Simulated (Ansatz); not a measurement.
A series of calculations on CO

### Relaxation

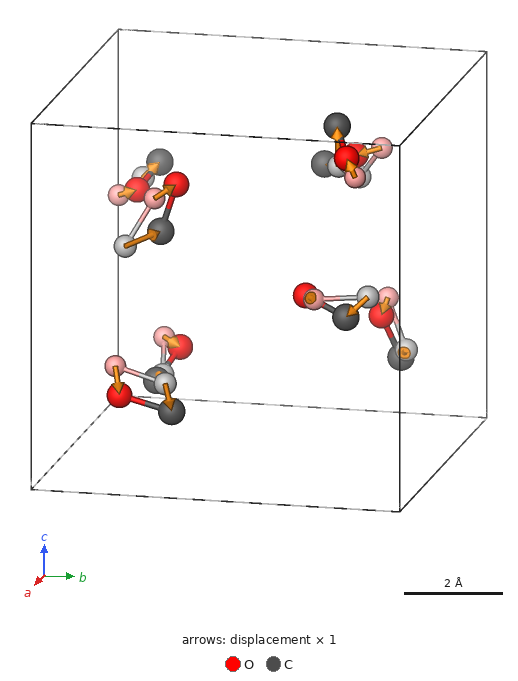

This is a relaxation of an amorphous cell of composition CO. The starting structure is drawn faded, the final one solid; orange arrows show the displacements, at their true length.

Style: ball-and-stick. Shown: the cell of the calculation, slightly off an axis.

The cell holds 8 CO. The run prepares the start of a later molecular dynamics calculation, from a guessed geometry.

The calculation used Ansatz 0.2.0, DFT r2SCAN, scalar-relativistic, plane waves, PAW.

The input:
```yaml
crystal:
  lattice:
    - [7.741753, 0.0, 0.0]
    - [0.0, 7.741753, 0.0]
    - [0.0, 0.0, 7.741753]
  atoms:
    - { symbol: O, position: [0.8940592, 0.8542202, 0.8775816] }
    - { symbol: C, position: [0.7661214, 0.7789407, 0.8709765] }
    - { symbol: O, position: [0.273581, 0.0656429, 0.6216727] }
    - { symbol: C, position: [0.1291054, 0.0978897, 0.6345437] }
    - { symbol: O, position: [0.9668491, 0.2207636, 0.3424731] }
    - { symbol: C, position: [0.9958854, 0.3629391, 0.3105086] }
    - { symbol: O, position: [0.3777474, 0.213905, 0.2701786] }
    - { symbol: C, position: [0.5071276, 0.2405999, 0.2021576] }
    - { symbol: O, position: [0.7649153, 0.2791551, 0.7519803] }
    - { symbol: C, position: [0.7995548, 0.208072, 0.6261788] }
    - { symbol: O, position: [0.7934932, 0.718667, 0.5102879] }
    - { symbol: C, position: [0.7975648, 0.8662764, 0.5268283] }
    - { symbol: O, position: [0.3344746, 0.7941826, 0.8106387] }
    - { symbol: C, position: [0.2597291, 0.7167724, 0.7081716] }
    - { symbol: O, position: [0.3213578, 0.8073885, 0.3992139] }
    - { symbol: C, position: [0.3206828, 0.8574159, 0.2593013] }
basis:
  ecutwfc: 500.0
kpoints:
  mp_grid: { grid: [1, 1, 1] }
hamiltonian:
  xc: r2scan
scf:
  occupations: { method: fermi_dirac, width: 0.02 }
  lower_state_search: "off"
relax:
  f_tol: 0.3
  max_steps: 15
  adjacent_minimum: "off"
output:
  write_density: true
  write_potential: true
  elf: true
  volumetric_format: npy
```

Run as
```bash
ansatz run input.yaml --threads 1 --pin off --max-ram 3072MiB --backend cpu --events-out ev --progress --plain --runs-dir out
```

### Atoms of which element are displaced furthest, and by how much?

Carbon: up to 0.97 Å, against 0.61 Å for oxygen.

### What happened in the run?

After 7 accepted moves (9 points after the start) the energy has fallen by 1.488 eV per cell of the calculation. Largest force component: 3 eV/Å at the start, 0.25 eV/Å at the end. The line search rejected the trial steps at points 6, 7 of the run. The forces were under the threshold at step 5, but the run went on from there. C10 moves most: 0.97 Å roughly along [−3 2 1]. Largest moves by element: C 0.97 Å, O 0.61 Å. The cell doesn't change. Near-neighbour distances that change, for instance: O11–C12 1.150 → 1.129 Å.

Limits of the set-up: the periodic images lie only 7.7 Å apart, so the values are limited by the cell's size.

### Dynamics

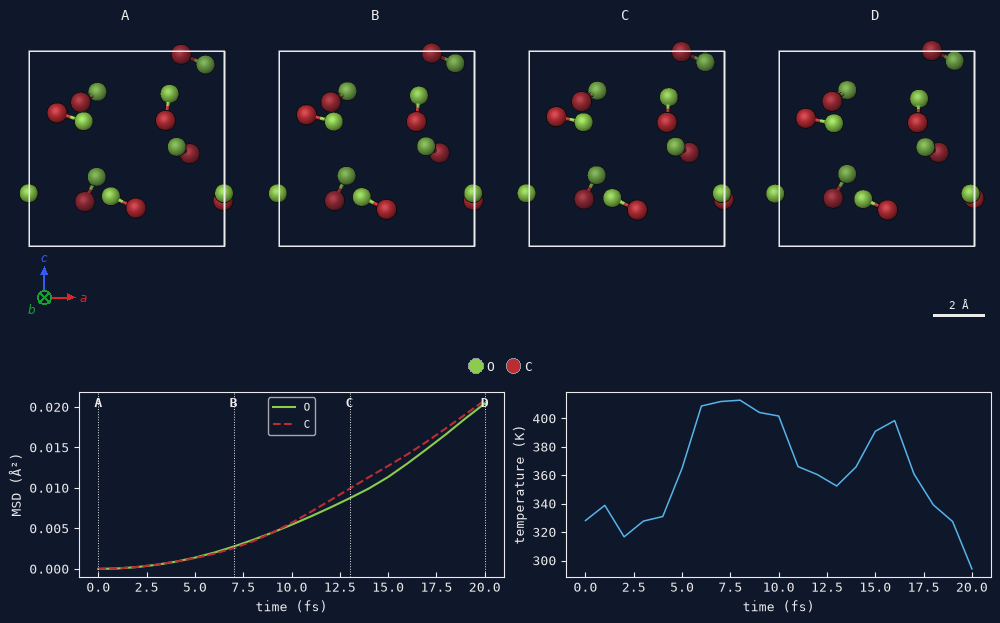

First-principles dynamics of a periodic cell with 8 CO at 0.802 g/cm³, 20 fs long. Frames (A at 0 fs, B at 7 fs, C at 13 fs, D at 20 fs) and the history of the run. Style: ball-and-stick. Shown: the simulation cell, along the b axis.

The calculation used DFT r2SCAN, scalar-relativistic, plane waves, PAW (Ansatz). Run with plane-wave cutoff 500 eV; k-point mesh 1 × 1 × 1; Fermi-Dirac smearing 0.02 eV; Langevin thermostat (NVT); set temperature 350 K; time step 1 fs; friction 0.02 per fs.

Input
```yaml
crystal:
  lattice:
    - [7.741753, 0.0, 0.0]
    - [0.0, 7.741753, 0.0]
    - [0.0, 0.0, 7.741753]
  atoms:
    - { symbol: O, position: [0.90307172, 0.83360779, 0.93090845] }
    - { symbol: C, position: [0.7788846, 0.77837289, 0.98353175] }
    - { symbol: O, position: [0.27944888, 0.11728835, 0.640927] }
    - { symbol: C, position: [0.14322146, 0.14655459, 0.68340962] }
    - { symbol: O, position: [0.99776833, 0.23946583, 0.27184126] }
    - { symbol: C, position: [0.99319993, 0.38007798, 0.2348372] }
    - { symbol: O, position: [0.41870989, 0.26687212, 0.2566113] }
    - { symbol: C, position: [0.54696729, 0.23333568, 0.19617111] }
    - { symbol: O, position: [0.71907353, 0.32777678, 0.78125349] }
    - { symbol: C, position: [0.69841938, 0.28056858, 0.64503965] }
    - { symbol: O, position: [0.75573996, 0.68744019, 0.50934498] }
    - { symbol: C, position: [0.82255408, 0.8123306, 0.47477357] }
    - { symbol: O, position: [0.3498061, 0.72676862, 0.79118485] }
    - { symbol: C, position: [0.26388468, 0.62197799, 0.73807875] }
    - { symbol: O, position: [0.34605033, 0.7959277, 0.35575795] }
    - { symbol: C, position: [0.28544874, 0.8344653, 0.22902228] }
basis:
  ecutwfc: 500.0
kpoints:
  mp_grid: { grid: [1, 1, 1] }
hamiltonian:
  xc: r2scan
scf:
  occupations: { method: fermi_dirac, width: 0.02 }
  lower_state_search: "off"
md:
  timestep: 1
  n_steps: 20
  ensemble: nvt_langevin
  temperature: 350.0
  initial_velocities: maxwell_boltzmann
  seed: 713496
  friction: 0.02
```

Launched with:
```bash
ansatz run input.yaml --threads 1 --pin off --max-ram 3072MiB --backend cpu --events-out ev --progress --plain --runs-dir out
```

What do the frames and curves show?

Root-mean-square distances from the starting positions over the second half, with the common drift of all atoms taken out: C 0.11 Å, O 0.11 Å. The heavy atoms stay within a fraction of a molecule's size of their starting places; so short a run doesn't tell a liquid from a solid. Over the second half the temperature averages 360 K (spread ±30 K). The potential energy in the second half lies on average 6.9 meV per atom above the first frame.

Limits of the set-up: the periodic images lie only 7.7 Å apart, so the values are limited by the cell's size.

The run took 21 min on 1 thread of Arm Neoverse N1 (shared host), peak memory 1.3 GiB.

### Dynamics

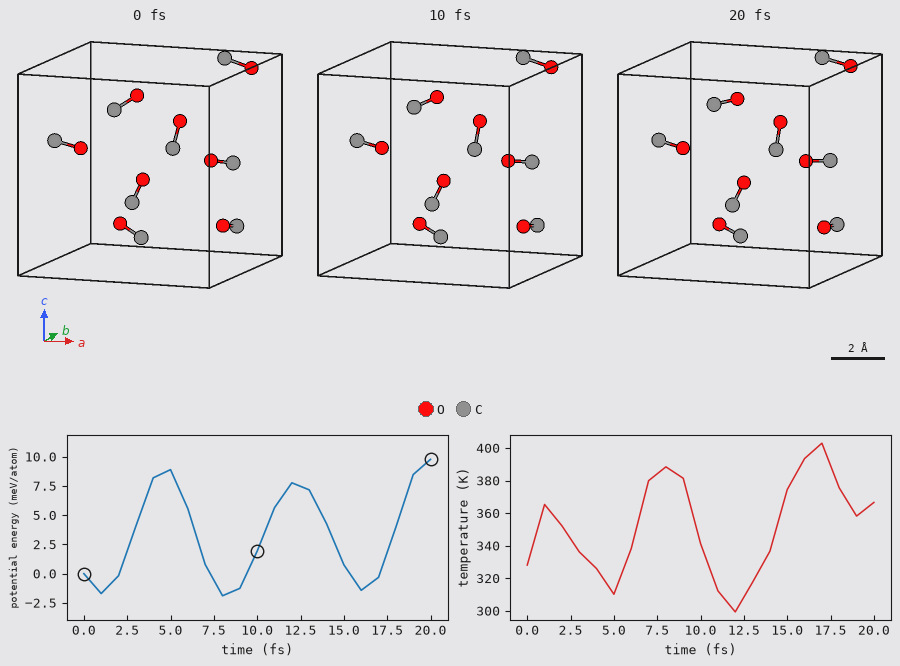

A Born-Oppenheimer molecular dynamics run of a periodic cell with 8 CO at 0.802 g/cm³, 20 fs long. It starts from the last geometry of an earlier run, with fresh velocities. Frames and the history of the run. The picture is a ball-and-stick view of the simulation cell, seen slightly off an axis.

Method: DFT r2SCAN, scalar-relativistic, plane waves, PAW (Ansatz 0.2.0). Set-up: plane-wave cutoff 500 eV; k-point mesh 1 × 1 × 1; Fermi-Dirac smearing 0.02 eV; Langevin thermostat (NVT); set temperature 350 K; time step 1 fs; friction 0.005 per fs.

Q: Describe the run.

A: Over the second half the temperature averages 353 K (spread ±32 K). The potential energy in the second half lies on average 4.4 meV per atom above the first frame. In the second half of the run the atoms are, in the root-mean-square, this far from where they began (common drift taken out): C 0.11 Å, O 0.10 Å. The heavy atoms stay within a fraction of a molecule's size of their starting places; so short a run doesn't tell a liquid from a solid.

Limits of the set-up: the periodic images lie only 7.7 Å apart, so the values are limited by the cell's size.
